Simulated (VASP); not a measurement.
## Geometry relaxation, with input and output: Zn2Ga2O3 (part 1 of 9)

The run: geometry relaxation of Zn2Ga2O3 (7 atoms in the cell). Method and program: Kohn-Sham DFT of a periodic cell, PBE, VASP PAW PBE potentials, recommended, no spin polarisation (VASP 6.6.1).

The structure was made by swapping elements on the sites of another compound; it need not be a known phase. The run did not end well.

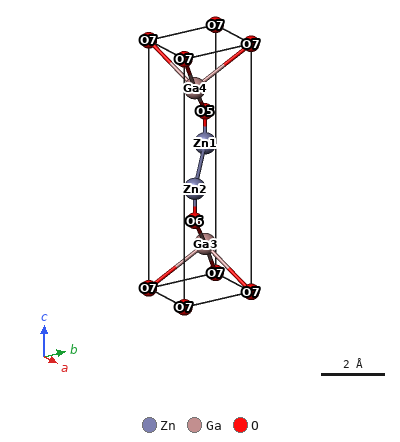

**Figure 1.** The structure as given in the input (ball-and-stick view of the cell of the calculation, seen slightly off an axis; atoms are numbered from 1 in the order of the input). An atom can appear more than once, as a periodic image. Near neighbours in the periodic cell (some may lie outside the picture): Zn has 1 O at 1.04 Å and 3 Zn at 2.21 Å; Ga has 6 O at 2.22 to 2.32 Å; O has 3 Ga at 2.22 Å and 1 Zn at 1.04 Å; O has 6 Ga at 2.32 Å.

INCAR
```
PREC = Normal
ENCUT = 520
EDIFF = 1E-4
ISMEAR = 0
SIGMA = 0.15
LREAL = False
LASPH = True
NELM = 60
ALGO = Fast
ISIF = 3
LWAVE = False
LCHARG = False
GGA = PE
IBRION = 2
NSW = 24
EDIFFG = -0.08
```

KPOINTS
```
Automatic mesh
0
Gamma
  5 5 2
```

POSCAR
```
Zn2Ga2O3
1.0
    3.3125819200      0.0000000000      0.0000000000
   -1.6562909600      2.8687800900      0.0000000000
    0.0000000000      0.0000000000      8.0547839600
Zn Ga O
2 2 3
Direct
    0.3333333300      0.6666666700      0.5687649800
    0.6666666700      0.3333333300      0.4312350200
    0.3333333300      0.6666666700      0.1629219900
    0.6666666700      0.3333333300      0.8370780100
    0.3333333300      0.6666666700      0.6972630000
    0.6666666700      0.3333333300      0.3027370000
    0.0000000000      0.0000000000      0.0000000000
```

Machine: 1 thread of Intel Xeon (Sapphire Rapids), 128 GiB of memory available, shared host.

Command:
```bash
cat potpaw_PBE.64/Zn/POTCAR potpaw_PBE.64/Ga_d/POTCAR potpaw_PBE.64/O/POTCAR > POTCAR
mpirun -np 1 vasp_std > vasp.out
```

OSZICAR
```
N       E                     dE             d eps       ncg     rms          rms(c)
DAV:   1     0.794433081223E+03    0.79443E+03   -0.33146E+04   856   0.309E+03
DAV:   2     0.167727849227E+03   -0.62671E+03   -0.60220E+03   832   0.697E+02
DAV:   3     0.411725372603E+02   -0.12656E+03   -0.12417E+03   904   0.235E+02
DAV:   4     0.328058219577E+02   -0.83667E+01   -0.83057E+01   952   0.637E+01
DAV:   5     0.326167076592E+02   -0.18911E+00   -0.18908E+00   880   0.996E+00    0.910E+01
RMM:   6     0.425432278002E+02    0.99265E+01   -0.28369E+01   952   0.287E+01    0.508E+01
RMM:   7     0.416978309232E+02   -0.84540E+00   -0.91679E+00  1002   0.184E+01    0.109E+01
RMM:   8     0.442547735765E+02    0.25569E+01   -0.43306E+00   983   0.145E+01    0.132E+01
RMM:   9     0.445086393883E+02    0.25387E+00   -0.58099E-01  1003   0.572E+00    0.942E-01
RMM:  10     0.445005094319E+02   -0.81300E-02   -0.17944E-01  1051   0.237E+00    0.600E-01
RMM:  11     0.444991610201E+02   -0.13484E-02   -0.37363E-02  1065   0.103E+00    0.219E-01
RMM:  12     0.444980049153E+02   -0.11561E-02   -0.16846E-02   980   0.526E-01    0.986E-02
RMM:  13     0.444976280322E+02   -0.37688E-03   -0.52214E-03   829   0.279E-01    0.433E-02
RMM:  14     0.444974119536E+02   -0.21608E-03   -0.22357E-03   625   0.155E-01    0.518E-02
RMM:  15     0.444973101718E+02   -0.10178E-03   -0.12097E-03   541   0.986E-02    0.126E-02
RMM:  16     0.444972673073E+02   -0.42864E-04   -0.51833E-04   502   0.647E-02
   1 F= 0.44497267E+02 E0= 0.44517290E+02  d E =0.444973E+02
       N       E                     dE             d eps       ncg     rms          rms(c)
DAV:   1    -0.156665048020E+04   -0.16111E+04   -0.33018E+04  1208   0.163E+03    0.181E+02
RMM:   2     0.655888270695E+02    0.16322E+04   -0.27549E+03  1323   0.427E+02    0.940E+01
RMM:   3     0.821320269339E+03    0.75573E+03   -0.12863E+03  1366   0.354E+02    0.260E+01
RMM:   4     0.847537891452E+03    0.26218E+02   -0.82523E+02  1392   0.247E+02    0.175E+01
RMM:   5     0.858169854751E+03    0.10632E+02   -0.39659E+02  1413   0.170E+02    0.970E+00
RMM:   6     0.862831603293E+03    0.46617E+01   -0.23370E+02  1446   0.122E+02    0.804E+00
RMM:   7     0.888873930590E+03    0.26042E+02   -0.40191E+01  1473   0.944E+01    0.377E+00
RMM:   8     0.898525259919E+03    0.96513E+01   -0.28397E+01  1481   0.848E+01    0.458E+00
RMM:   9     0.889946881766E+03   -0.85784E+01   -0.10410E+02  1479   0.781E+01    0.404E+00
RMM:  10     0.897064092533E+03    0.71172E+01    0.71750E+00  1469   0.733E+01    0.283E+00
RMM:  11     0.895630659859E+03   -0.14334E+01   -0.22848E+01  1477   0.686E+01    0.146E+00
RMM:  12     0.893870815948E+03   -0.17598E+01   -0.19010E+01  1483   0.622E+01    0.152E+00
RMM:  13     0.892101975251E+03   -0.17688E+01   -0.20560E+01  1484   0.580E+01    0.157E+00
RMM:  14     0.890113640622E+03   -0.19883E+01   -0.23969E+01  1469   0.534E+01    0.132E+00
RMM:  15     0.886848155558E+03   -0.32655E+01   -0.35685E+01  1464   0.483E+01    0.130E+00
RMM:  16     0.884678602680E+03   -0.21696E+01   -0.25287E+01  1470   0.447E+01    0.683E-01
RMM:  17     0.884885058692E+03    0.20646E+00    0.41838E+00  1465   0.439E+01    0.129E+00
RMM:  18     0.883393253845E+03   -0.14918E+01   -0.15070E+01  1477   0.421E+01    0.180E+00
RMM:  19     0.882855128709E+03   -0.53813E+00   -0.24657E+00  1466   0.409E+01    0.258E+00
RMM:  20     0.880820309839E+03   -0.20348E+01   -0.10146E+01  1467   0.417E+01    0.422E+00
RMM:  21     0.880988513886E+03    0.16820E+00    0.15751E+00  1476   0.400E+01    0.454E+00
RMM:  22     0.880757646113E+03   -0.23087E+00   -0.27274E+00  1471   0.388E+01    0.478E+00
RMM:  23     0.880648752947E+03   -0.10889E+00   -0.95700E-01  1463   0.376E+01    0.504E+00
RMM:  24     0.880178020995E+03   -0.47073E+00   -0.21204E+00  1459   0.370E+01    0.546E+00
RMM:  25     0.879782329283E+03   -0.39569E+00   -0.18902E+00  1462   0.362E+01    0.589E+00
RMM:  26     0.879820288157E+03    0.37959E-01   -0.44271E+00  1463   0.348E+01    0.594E+00
RMM:  27     0.881372651886E+03    0.15524E+01   -0.55056E+00  1465   0.324E+01    0.477E+00
RMM:  28     0.881155952943E+03   -0.21670E+00   -0.47885E-01  1465   0.313E+01    0.527E+00
RMM:  29     0.880334622307E+03   -0.82133E+00   -0.51894E+00  1459   0.308E+01    0.563E+00
RMM:  30     0.880197133010E+03   -0.13749E+00   -0.24343E-01  1466   0.301E+01    0.615E+00
RMM:  31     0.879289455320E+03   -0.90768E+00   -0.59325E-02  1468   0.303E+01    0.771E+00
RMM:  32     0.879259531644E+03   -0.29924E-01    0.34445E-01  1471   0.298E+01    0.800E+00
RMM:  33     0.879157410294E+03   -0.10212E+00   -0.13117E+00  1461   0.291E+01    0.808E+00
RMM:  34     0.878536696695E+03   -0.62071E+00   -0.53004E-01  1468   0.291E+01    0.853E+00
RMM:  35     0.878662986910E+03    0.12629E+00   -0.23489E-01  1457   0.285E+01    0.857E+00
RMM:  36     0.877890515355E+03   -0.77247E+00   -0.34129E+00  1460   0.283E+01    0.882E+00
RMM:  37     0.879692759124E+03    0.18022E+01   -0.67455E+00  1467   0.269E+01    0.755E+00
RMM:  38     0.879859998912E+03    0.16724E+00   -0.81386E-01  1469   0.258E+01    0.740E+00
RMM:  39     0.879939255779E+03    0.79257E-01   -0.27861E-01  1457   0.252E+01    0.748E+00
RMM:  40     0.879724269522E+03   -0.21499E+00   -0.86852E-01  1452   0.249E+01    0.752E+00
RMM:  41     0.880050287969E+03    0.32602E+00    0.43126E+00  1469   0.245E+01    0.765E+00
RMM:  42     0.880364076756E+03    0.31379E+00    0.75627E-01  1463   0.240E+01    0.748E+00
RMM:  43     0.880572531708E+03    0.20845E+00    0.11132E+00  1463   0.236E+01    0.747E+00
RMM:  44     0.880556344839E+03   -0.16187E-01    0.35577E-01  1458   0.233E+01    0.759E+00
RMM:  45     0.880549370474E+03   -0.69744E-02   -0.67217E-01  1463   0.229E+01    0.761E+00
RMM:  46     0.880555803925E+03    0.64335E-02    0.26498E-01  1456   0.226E+01    0.767E+00
RMM:  47     0.881094413173E+03    0.53861E+00    0.12447E+00  1458   0.223E+01    0.752E+00
RMM:  48     0.881553605200E+03    0.45919E+00    0.90934E-02  1456   0.219E+01    0.736E+00
RMM:  49     0.881407117288E+03   -0.14649E+00    0.39288E-01  1453   0.216E+01    0.743E+00
RMM:  50     0.881199360211E+03   -0.20776E+00   -0.21964E+00  1458   0.215E+01    0.744E+00
RMM:  51     0.880079024023E+03   -0.11203E+01   -0.23355E+00  1465   0.216E+01    0.791E+00
RMM:  52     0.880618473758E+03    0.53945E+00    0.25712E+00  1466   0.212E+01    0.788E+00
RMM:  53     0.880592793838E+03   -0.25680E-01   -0.91207E-01  1452   0.209E+01    0.794E+00
RMM:  54     0.881027150974E+03    0.43436E+00    0.92104E-01  1460   0.205E+01    0.785E+00
RMM:  55     0.881618331527E+03    0.59118E+00   -0.17283E+00  1470   0.201E+01    0.750E+00
RMM:  56     0.881631911748E+03    0.13580E-01    0.18739E+00  1465   0.197E+01    0.737E+00
RMM:  57     0.880631118800E+03   -0.10008E+01   -0.11827E-01  1463   0.202E+01    0.788E+00
RMM:  58     0.880796386793E+03    0.16527E+00    0.19245E+00  1468   0.200E+01    0.790E+00
RMM:  59     0.880524525091E+03   -0.27186E+00   -0.31815E-01  1455   0.198E+01    0.807E+00
RMM:  60     0.880738908002E+03    0.21438E+00    0.18576E+00  1452   0.196E+01
   2 F= 0.88073891E+03 E0= 0.88074354E+03  d E =0.836242E+03
       N       E                     dE             d eps       ncg     rms          rms(c)
DAV:   1    -0.949988519532E+03   -0.18305E+04   -0.29392E+04  1176   0.915E+02    0.120E+02
RMM:   2     0.206942683936E+04    0.30194E+04    0.41501E+02  1395   0.790E+02    0.558E+01
RMM:   3     0.406178278908E+04    0.19924E+04    0.19302E+03  1449   0.619E+02    0.322E+01
RMM:   4     0.654151729893E+04    0.24797E+04    0.21025E+03  1478   0.662E+02    0.213E+01
RMM:   5     0.802661604231E+04    0.14851E+04    0.20059E+03  1490   0.665E+02    0.198E+01
RMM:   6     0.929823727870E+04    0.12716E+04    0.24393E+03  1490   0.884E+02    0.111E+01
RMM:   7     0.940475702127E+04    0.10652E+03    0.13276E+03  1486   0.706E+02    0.697E+00
RMM:   8     0.951593817957E+04    0.11118E+03    0.10119E+03  1482   0.650E+02    0.582E+00
RMM:   9     0.959036772229E+04    0.74430E+02    0.67641E+02  1494   0.620E+02    0.468E+00
RMM:  10     0.965083699336E+04    0.60469E+02    0.60426E+02  1482   0.595E+02    0.281E+00
RMM:  11     0.968977663995E+04    0.38940E+02    0.49313E+02  1494   0.577E+02    0.258E+00
RMM:  12     0.972139444853E+04    0.31618E+02    0.38756E+02  1492   0.552E+02    0.368E+00
RMM:  13     0.973465671247E+04    0.13262E+02    0.20724E+02  1492   0.530E+02    0.544E+00
RMM:  14     0.974909460379E+04    0.14438E+02    0.19954E+02  1486   0.515E+02    0.641E+00
RMM:  15     0.976460555733E+04    0.15511E+02    0.18587E+02  1488   0.501E+02    0.730E+00
RMM:  16     0.977686459080E+04    0.12259E+02    0.16646E+02  1490   0.489E+02    0.867E+00
RMM:  17     0.978700990629E+04    0.10145E+02    0.13872E+02  1492   0.476E+02    0.994E+00
RMM:  18     0.979096554186E+04    0.39556E+01    0.56261E+01  1493   0.467E+02    0.107E+01
RMM:  19     0.979451488738E+04    0.35493E+01    0.43961E+01  1488   0.460E+02    0.106E+01
RMM:  20     0.980180151705E+04    0.72866E+01    0.24608E+01  1486   0.457E+02    0.933E+00
RMM:  21     0.980349135980E+04    0.16898E+01   -0.40243E+00  1486   0.451E+02    0.801E+00
RMM:  22     0.980363934524E+04    0.14799E+00    0.19545E+01  1488   0.446E+02    0.848E+00
RMM:  23     0.980327949459E+04   -0.35985E+00    0.35066E+00  1492   0.440E+02    0.808E+00
RMM:  24     0.980568460726E+04    0.24051E+01    0.20656E+01  1483   0.436E+02    0.753E+00
RMM:  25     0.980600894774E+04    0.32434E+00   -0.87401E+00  1490   0.432E+02    0.669E+00
RMM:  26     0.980564673981E+04   -0.36221E+00    0.37653E+00  1490   0.429E+02    0.655E+00
RMM:  27     0.980494711520E+04   -0.69962E+00    0.37323E+00  1484   0.423E+02    0.689E+00
RMM:  28     0.980502922635E+04    0.82111E-01   -0.27594E+00  1488   0.420E+02    0.661E+00
RMM:  29     0.980707916806E+04    0.20499E+01    0.79492E+00  1496   0.419E+02    0.614E+00
RMM:  30     0.980593232368E+04   -0.11468E+01    0.44501E+00  1488   0.414E+02    0.695E+00
RMM:  31     0.980792742374E+04    0.19951E+01    0.37640E+00  1486   0.414E+02    0.663E+00
RMM:  32     0.980808485209E+04    0.15743E+00    0.17479E+00  1486   0.411E+02    0.672E+00
RMM:  33     0.980827541579E+04    0.19056E+00    0.44588E+00  1484   0.409E+02    0.696E+00
RMM:  34     0.980832366477E+04    0.48249E-01    0.54217E+00  1484   0.407E+02    0.720E+00
RMM:  35     0.980780990702E+04   -0.51376E+00    0.28493E+00  1484   0.404E+02    0.763E+00
RMM:  36     0.980464111371E+04   -0.31688E+01    0.61201E+00  1484   0.404E+02    0.828E+00
RMM:  37     0.980445460003E+04   -0.18651E+00    0.87040E+00  1492   0.402E+02    0.734E+00
RMM:  38     0.980474972560E+04    0.29513E+00    0.13042E+00  1489   0.397E+02    0.686E+00
RMM:  39     0.980702820238E+04    0.22785E+01   -0.15973E+01  1488   0.391E+02    0.478E+00
RMM:  40     0.980727496856E+04    0.24677E+00    0.71179E-01  1484   0.387E+02    0.461E+00
RMM:  41     0.980546217130E+04   -0.18128E+01    0.19432E+00  1482   0.384E+02    0.455E+00
RMM:  42     0.980344192650E+04   -0.20202E+01   -0.20857E+01  1482   0.381E+02    0.451E+00
RMM:  43     0.980158099641E+04   -0.18609E+01   -0.16035E+01  1482   0.378E+02    0.449E+00
RMM:  44     0.980014000877E+04   -0.14410E+01   -0.14831E+01  1477   0.376E+02    0.449E+00
RMM:  45     0.979848896484E+04   -0.16510E+01   -0.17023E+01  1478   0.374E+02    0.449E+00
RMM:  46     0.979672093930E+04   -0.17680E+01   -0.16597E+01  1476   0.371E+02    0.453E+00
RMM:  47     0.979504863723E+04   -0.16723E+01   -0.21273E+01  1462   0.369E+02    0.476E+00
RMM:  48     0.979326153856E+04   -0.17871E+01   -0.17059E+01  1458   0.367E+02    0.480E+00
RMM:  49     0.979110300482E+04   -0.21585E+01   -0.28289E+01  1476   0.363E+02    0.438E+00
RMM:  50     0.978856374755E+04   -0.25393E+01   -0.27114E+01  1482   0.361E+02    0.406E+00
RMM:  51     0.978596851036E+04   -0.25952E+01   -0.25554E+01  1480   0.358E+02    0.412E+00
RMM:  52     0.978192236592E+04   -0.40461E+01   -0.28851E+01  1482   0.355E+02    0.485E+00
RMM:  53     0.977914689595E+04   -0.27755E+01   -0.28148E+01  1480   0.353E+02    0.485E+00
RMM:  54     0.977544758666E+04   -0.36993E+01   -0.34414E+01  1479   0.352E+02    0.508E+00
RMM:  55     0.977259356000E+04   -0.28540E+01   -0.27938E+01  1477   0.350E+02    0.519E+00
RMM:  56     0.976985399533E+04   -0.27396E+01   -0.27098E+01  1475   0.349E+02    0.524E+00
RMM:  57     0.977025781769E+04    0.40382E+00   -0.75590E+00  1473   0.350E+02    0.452E+00
RMM:  58     0.976803777873E+04   -0.22200E+01   -0.23273E+01  1477   0.349E+02    0.436E+00
RMM:  59     0.976585737370E+04   -0.21804E+01   -0.23237E+01  1481   0.348E+02    0.424E+00
RMM:  60     0.976340432668E+04   -0.24530E+01   -0.23639E+01  1480   0.348E+02
   3 F= 0.97634043E+04 E0= 0.97634075E+04  d E =0.971891E+04
       N       E                     dE             d eps       ncg     rms          rms(c)
DAV:   1    -0.182016333783E+05   -0.27967E+05   -0.25234E+05  1408   0.124E+03    0.521E+02
RMM:   2    -0.109578380332E+05    0.72438E+04   -0.65295E+03  1458   0.103E+03    0.259E+02
RMM:   3    -0.188535647866E+03    0.10769E+05   -0.27950E+03  1470   0.533E+02    0.844E+01
RMM:   4     0.974116715088E+04    0.99297E+04    0.76795E+03  1482   0.127E+03    0.138E+02
RMM:   5     0.127471346678E+05    0.30060E+04    0.76536E+03  1484   0.145E+03    0.956E+01
RMM:   6     0.146323780138E+05    0.18852E+04    0.56111E+03  1488   0.153E+03    0.121E+02
RMM:   7     0.152405367709E+05    0.60816E+03    0.41724E+03  1490   0.145E+03    0.976E+01
RMM:   8     0.156148972822E+05    0.37436E+03    0.30683E+03  1486   0.135E+03    0.639E+01
RMM:   9     0.158738225426E+05    0.25893E+03    0.27193E+03  1490   0.125E+03    0.108E+02
RMM:  10     0.161590753077E+05    0.28525E+03    0.22721E+03  1490   0.119E+03    0.137E+02
RMM:  11     0.163806616511E+05    0.22159E+03    0.21554E+03  1488   0.112E+03    0.175E+02
RMM:  12     0.166040311512E+05    0.22337E+03    0.20611E+03  1492   0.107E+03    0.208E+02
RMM:  13     0.168161309664E+05    0.21210E+03    0.18995E+03  1498   0.104E+03    0.228E+02
RMM:  14     0.170794132892E+05    0.26328E+03    0.17061E+03  1494   0.104E+03    0.240E+02
RMM:  15     0.172333907020E+05    0.15398E+03    0.15708E+03  1490   0.101E+03    0.284E+02
RMM:  16     0.173764898268E+05    0.14310E+03    0.16403E+03  1492   0.968E+02    0.309E+02
RMM:  17     0.175324546098E+05    0.15596E+03    0.16491E+03  1494   0.945E+02    0.312E+02
RMM:  18     0.176040438871E+05    0.71589E+02    0.15935E+03  1492   0.896E+02    0.319E+02
RMM:  19     0.178230290915E+05    0.21899E+03    0.15415E+03  1488   0.895E+02    0.366E+02
RMM:  20     0.179539645309E+05    0.13094E+03    0.14958E+03  1490   0.874E+02    0.373E+02
RMM:  21     0.180852333417E+05    0.13127E+03    0.14920E+03  1494   0.854E+02    0.381E+02
RMM:  22     0.182255018034E+05    0.14027E+03    0.14542E+03  1490   0.835E+02    0.385E+02
RMM:  23     0.183352970301E+05    0.10980E+03    0.14046E+03  1496   0.823E+02    0.394E+02
RMM:  24     0.184634276926E+05    0.12813E+03    0.13747E+03  1502   0.808E+02    0.398E+02
RMM:  25     0.185886807936E+05    0.12525E+03    0.13309E+03  1494   0.794E+02    0.400E+02
RMM:  26     0.187110921959E+05    0.12241E+03    0.13193E+03  1486   0.782E+02    0.406E+02
RMM:  27     0.188410969950E+05    0.13000E+03    0.12366E+03  1492   0.773E+02    0.406E+02
RMM:  28     0.189600013620E+05    0.11890E+03    0.12402E+03  1504   0.761E+02    0.406E+02
RMM:  29     0.191266282091E+05    0.16663E+03    0.11618E+03  1496   0.757E+02    0.398E+02
RMM:  30     0.192780023517E+05    0.15137E+03    0.11631E+03  1510   0.752E+02    0.394E+02
RMM:  31     0.194594392709E+05    0.18144E+03    0.11199E+03  1504   0.754E+02    0.386E+02
RMM:  32     0.195358360759E+05    0.76397E+02    0.10808E+03  1496   0.744E+02    0.389E+02
RMM:  33     0.196543955156E+05    0.11856E+03    0.10903E+03  1502   0.729E+02    0.387E+02
RMM:  34     0.197510542928E+05    0.96659E+02    0.10610E+03  1504   0.723E+02    0.388E+02
RMM:  35     0.198507392300E+05    0.99685E+02    0.10661E+03  1500   0.719E+02    0.387E+02
RMM:  36     0.199647995628E+05    0.11406E+03    0.10426E+03  1504   0.716E+02    0.385E+02
RMM:  37     0.200543828003E+05    0.89583E+02    0.10024E+03  1504   0.708E+02    0.386E+02
RMM:  38     0.201239129897E+05    0.69530E+02    0.95663E+02  1504   0.699E+02    0.377E+02
RMM:  39     0.203921770881E+05    0.26826E+03    0.92326E+02  1504   0.705E+02    0.337E+02
RMM:  40     0.205725774719E+05    0.18040E+03    0.94183E+02  1504   0.705E+02    0.319E+02
RMM:  41     0.208793303553E+05    0.30675E+03    0.94540E+02  1506   0.724E+02    0.288E+02
RMM:  42     0.210327114920E+05    0.15338E+03    0.96169E+02  1510   0.717E+02    0.279E+02
RMM:  43     0.212230540316E+05    0.19034E+03    0.99587E+02  1504   0.717E+02    0.269E+02
RMM:  44     0.214661925524E+05    0.24314E+03    0.89345E+02  1496   0.714E+02    0.252E+02
RMM:  45     0.217106508450E+05    0.24446E+03    0.93077E+02  1496   0.715E+02    0.236E+02
RMM:  46     0.217881870705E+05    0.77536E+02    0.85205E+02  1504   0.704E+02    0.236E+02
RMM:  47     0.219628169578E+05    0.17463E+03    0.84861E+02  1502   0.701E+02    0.229E+02
RMM:  48     0.220841542596E+05    0.12134E+03    0.83250E+02  1508   0.700E+02    0.224E+02
RMM:  49     0.221884420411E+05    0.10429E+03    0.79385E+02  1496   0.697E+02    0.216E+02
RMM:  50     0.222878739568E+05    0.99432E+02    0.74719E+02  1496   0.692E+02    0.209E+02
RMM:  51     0.223611829347E+05    0.73309E+02    0.71591E+02  1504   0.685E+02    0.206E+02
RMM:  52     0.226039822019E+05    0.24280E+03    0.56027E+02  1496   0.697E+02    0.136E+02
RMM:  53     0.227870008864E+05    0.18302E+03    0.65998E+02  1496   0.699E+02    0.122E+02
RMM:  54     0.229094477154E+05    0.12245E+03    0.60104E+02  1506   0.707E+02    0.115E+02
RMM:  55     0.229614187614E+05    0.51971E+02    0.64045E+02  1494   0.696E+02    0.115E+02
RMM:  56     0.230071248481E+05    0.45706E+02    0.51745E+02  1492   0.690E+02    0.115E+02
RMM:  57     0.229557341571E+05   -0.51391E+02    0.42242E+02  1492   0.682E+02    0.122E+02
RMM:  58     0.229877568943E+05    0.32023E+02    0.42143E+02  1492   0.680E+02    0.122E+02
RMM:  59     0.230141046198E+05    0.26348E+02    0.34260E+02  1490   0.679E+02    0.122E+02
RMM:  60     0.230382572020E+05    0.24153E+02    0.35716E+02  1496   0.679E+02
   4 F= 0.23038257E+05 E0= 0.23038269E+05  d E =0.229938E+05
       N       E                     dE             d eps       ncg     rms          rms(c)
```
